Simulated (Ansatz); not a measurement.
Single-point calculation, with input and output: GaCo₃ (part 2 of 2)

The same run, continued: GaCo₃ (P6₃/mmc, 8 atoms in the cell); DFT r2SCAN, scalar-relativistic, plane waves, PAW, spin-polarised (Ansatz 0.2.0); cutoff 500 eV, 9×9×8 k-mesh, Gaussian smearing of 0.05 eV, collinear spins. The structure derives from a Materials Project entry.

Geometry of the input (Å; fractional positions):
```
4.9102  0.0000  0.0000
-2.4551  4.2523  0.0000
0.0000  0.0000  3.9687
Ga 0.6667  0.3333  0.2500
Ga 0.3333  0.6667  0.7500
Co 0.3314  0.1657  0.7500
Co 0.8343  0.1657  0.7500
Co 0.8343  0.6686  0.7500
Co 0.6686  0.8343  0.2500
Co 0.1657  0.8343  0.2500
Co 0.1657  0.3314  0.2500
```

Output, continued:
```
--- Forces (eV/Å), atoms counted from 1 ---
  atom   1  Ga     0.00000000     0.00000000     0.00000000
  atom   2  Ga    -0.00000000    -0.00000000     0.00000000
  atom   3  Co     0.05795474     0.03346019     0.00000000
  atom   4  Co    -0.05795474     0.03346019     0.00000000
  atom   5  Co    -0.00000000    -0.06692037     0.00000000
  atom   6  Co    -0.05795474    -0.03346019     0.00000000
  atom   7  Co     0.05795474    -0.03346019     0.00000000
  atom   8  Co     0.00000000     0.06692037     0.00000000
  max |Σ_I F_I| component: 3.24e-17 eV/Å
--- Stress (GPa, compression-positive) ---
       19.172033      -0.000000       0.000000
       -0.000000      19.172033       0.000000
        0.000000       0.000000      24.155098
  P = ⅓ Tr σ = 20.8331 GPa (208.331 kbar)
--- Band table (eV; the first three rows and the last of 120) ---
  k-point 0 ↑: bands = ["-80.2178", "-80.1740", "-80.1740", "-80.1704", "-80.1509", "-80.1509", "-42.2825", "-42.2594", "-42.1965", "-42.1828", "-42.1828", "-42.0512", "-42.0512", "-42.0440", "-42.0440", "-42.0107", "-42.0096", "-42.0096", "-41.8605", "-41.8605", "-41.8067", "-41.8007", "-41.8007", "-41.7109", "4.4238", "4.4508", "4.4508", "4.4661", "4.4661", "4.4877", "4.4877", "4.4911", "4.5632", "4.5632", "7.6923", "11.8871", "13.8833", "14.4189", "14.6675", "14.6675", "14.7179", "15.0795", "15.0795", "15.3392", "15.3392", "15.5260", "15.5260", "15.8506", "16.3607", "16.3611", "16.3611", "16.4401", "16.8183", "16.8183", "17.5014", "17.6214", "17.6214", "17.6535", "17.6535", "17.7513", "17.7513", "17.8036", "17.8036", "18.7960", "18.8087", "18.9631", "19.0960", "19.8750", "19.8750", "20.3558", "21.5989", "21.5989", "23.8277", "25.9419", "28.2732", "28.2732", "28.6281", "28.6281", "29.1669", "29.9400", "30.6191", "30.6191", "31.5265", "32.7406"]
  k-point 1 ↑: bands = ["-80.2160", "-80.1731", "-80.1731", "-80.1722", "-80.1518", "-80.1518", "-42.2779", "-42.2588", "-42.1933", "-42.1827", "-42.1827", "-42.0735", "-42.0735", "-42.0282", "-42.0282", "-42.0193", "-42.0081", "-42.0081", "-41.8561", "-41.8561", "-41.8030", "-41.8002", "-41.8002", "-41.7146", "4.4307", "4.4373", "4.4373", "4.4628", "4.4628", "4.4939", "4.5028", "4.5028", "4.5617", "4.5617", "7.8516", "11.7812", "14.0909", "14.2387", "14.5561", "14.7216", "14.7216", "15.0615", "15.0615", "15.2773", "15.2773", "15.5742", "15.5742", "15.6782", "16.4369", "16.6499", "16.6499", "16.8018", "16.8018", "16.8397", "17.0304", "17.5585", "17.5585", "17.5900", "17.5900", "17.6890", "17.6890", "17.9458", "17.9458", "18.6700", "18.8255", "18.9579", "19.0196", "19.7247", "19.7247", "20.3281", "21.4646", "21.4646", "24.6944", "25.2778", "27.5114", "27.5114", "27.9504", "27.9504", "28.1509", "31.0141", "31.4868", "31.4868", "32.8367", "33.7271"]
  k-point 2 ↑: bands = ["-80.2108", "-80.1773", "-80.1706", "-80.1706", "-80.1543", "-80.1543", "-42.2675", "-42.2574", "-42.1813", "-42.1805", "-42.1805", "-42.1030", "-42.1030", "-42.0437", "-42.0156", "-42.0156", "-42.0050", "-42.0050", "-41.8444", "-41.8444", "-41.8003", "-41.8003", "-41.7927", "-41.7250", "4.4211", "4.4211", "4.4489", "4.4525", "4.4525", "4.4989", "4.5244", "4.5244", "4.5585", "4.5585", "8.3200", "11.4739", "13.8482", "14.0370", "14.6267", "14.8159", "14.8159", "14.9430", "14.9430", "15.3563", "15.3563", "15.5652", "15.7237", "15.7237", "16.3610", "16.6590", "16.8002", "16.8002", "17.2194", "17.2194", "17.3325", "17.4438", "17.4438", "17.4517", "17.4517", "17.7532", "17.7532", "18.0989", "18.0989", "18.3552", "18.8426", "18.9136", "18.9429", "19.2908", "19.2908", "20.2369", "21.0392", "21.0392", "24.3142", "25.7240", "26.4991", "26.4991", "26.8807", "26.8807", "27.7632", "32.8000", "32.8000", "33.2186", "35.0089", "35.3281"]
  k-point 59 ↓: bands = ["-77.7374", "-77.7374", "-77.7354", "-77.7354", "-77.7188", "-77.7188", "-39.7297", "-39.7297", "-39.7133", "-39.7133", "-39.6919", "-39.6919", "-39.5973", "-39.5973", "-39.5955", "-39.5955", "-39.5396", "-39.5396", "-39.5373", "-39.5373", "-39.4979", "-39.4979", "-39.4838", "-39.4838", "4.4553", "4.4553", "4.4686", "4.4686", "4.4926", "4.4926", "4.4987", "4.4987", "4.5160", "4.5160", "11.3208", "11.3208", "12.9241", "12.9241", "14.0517", "14.0517", "16.2455", "16.2455", "16.7494", "16.7494", "17.1470", "17.1470", "17.1778", "17.1778", "17.5726", "17.5726", "18.0233", "18.0233", "18.7203", "18.7203", "18.7673", "18.7673", "19.4104", "19.4104", "19.6695", "19.6695", "20.1230", "20.1230", "20.4017", "20.4017", "20.6400", "20.6400", "20.6596", "20.6596", "20.7967", "20.7967", "24.2741", "24.2741", "26.1739", "26.1739", "27.5452", "27.5452", "31.9557", "31.9557", "32.6975", "32.6975", "34.2001", "34.2001", "34.2178", "34.2178"]
--- Löwdin populations: 8 sites ---
  site symbol       q [e]    m [muB]
     0     Ga     14.0043    -0.1788
     1     Ga     14.0043    -0.1788
     2     Co     16.5119     1.5469
     3     Co     16.5119     1.5469
     4     Co     16.5119     1.5469
     5     Co     16.5119     1.5469
     6     Co     16.5119     1.5469
     7     Co     16.5119     1.5469
  spilling = 0.007187 (of n_electrons = 128.000000)
--- Bader charges: 8 sites ---
  site symbol  charge [e]  shift [e]    m [muB]
     0     Ga      0.2379     0.0002    -0.1456
     1     Ga      0.2380     0.0002    -0.1456
     2     Co     -0.0793     0.0001     1.5027
     3     Co     -0.0793     0.0001     1.5027
     4     Co     -0.0793     0.0001     1.5027
     5     Co     -0.0793     0.0001     1.5027
     6     Co     -0.0793     0.0001     1.5027
     7     Co     -0.0793     0.0001     1.5027
  estimated error of the sums over rays = 5.4e-4 e
```

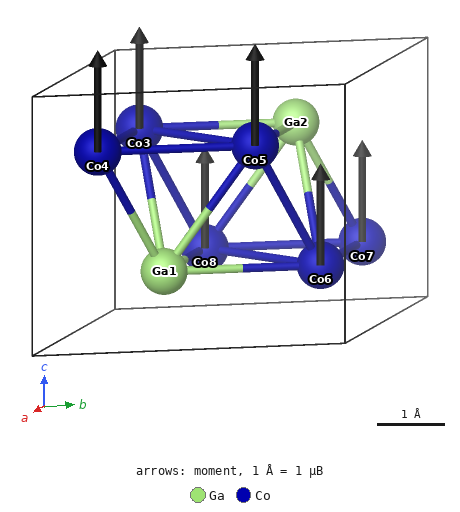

Magnetic moments of the sites as black arrows (ball-and-stick view of the cell of the calculation, seen slightly off an axis; atoms are numbered from 1 in the order of the input); small moments hardly show. The run is collinear, so the axis drawn is arbitrary. Site moments: all 6 Co atoms (1.56 μB); Ga1, Ga2 (−0.07 μB). They are counted near the atoms and needn't add up to the moment of the cell.

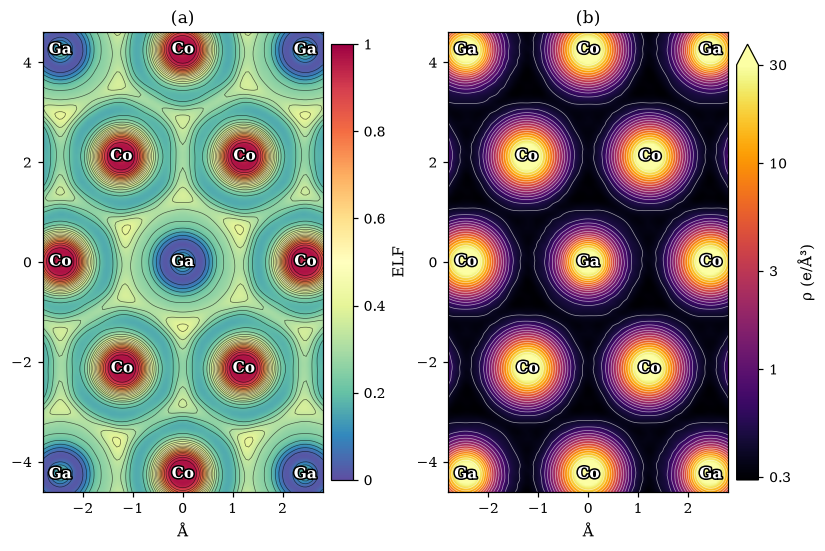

(a) ELF; (b) valence charge density (pseudo) on the (001) plane of the conventional cell. The section cuts through Ga and Co sites. Co–Co (2.44 Å): ρ is about 0.36 e/Å³ halfway; the ELF is about 0.25 at the midpoint (no localised pair between them). Ga–Co (2.46 Å): the density is about 0.34 e/Å³ at the midpoint; the ELF is about 0.30 at the midpoint; no shared electron pair. Away from the nuclei the density in this plane falls to 0.29 e/Å³ at its lowest. The strong features right at Co lie inside the PAW spheres (semicore, d or f shells) and say nothing about bonding. Core electrons are frozen (PAW), so the fields are smoothed inside the atomic spheres.

Summary:

| quantity | value |
| --- | --- |
| outcome | converged |
| space group (tolerance 0.01 Å) | P6₃/mmc (194) |
| electrons treated | 128 |
| free energy | −38369.4958 eV |
| Fermi energy | 19.879 eV |
| gap on the k-point mesh | none (metallic) |
| net moment of the cell | 8.72 μB |
| integrated absolute moment | 10.09 μB |
| pressure | 20.83 GPa |
| largest force (length of the vector) | 0.067 eV/Å |
| wall time | 5.1 min (CPU time 9.9 min) |
| peak memory | 1.1 GiB |

Notes:

Warnings of the run: the state was not tested for a lower one. The cell is under a pressure of 21 GPa at this level, so it is not at its equilibrium volume.
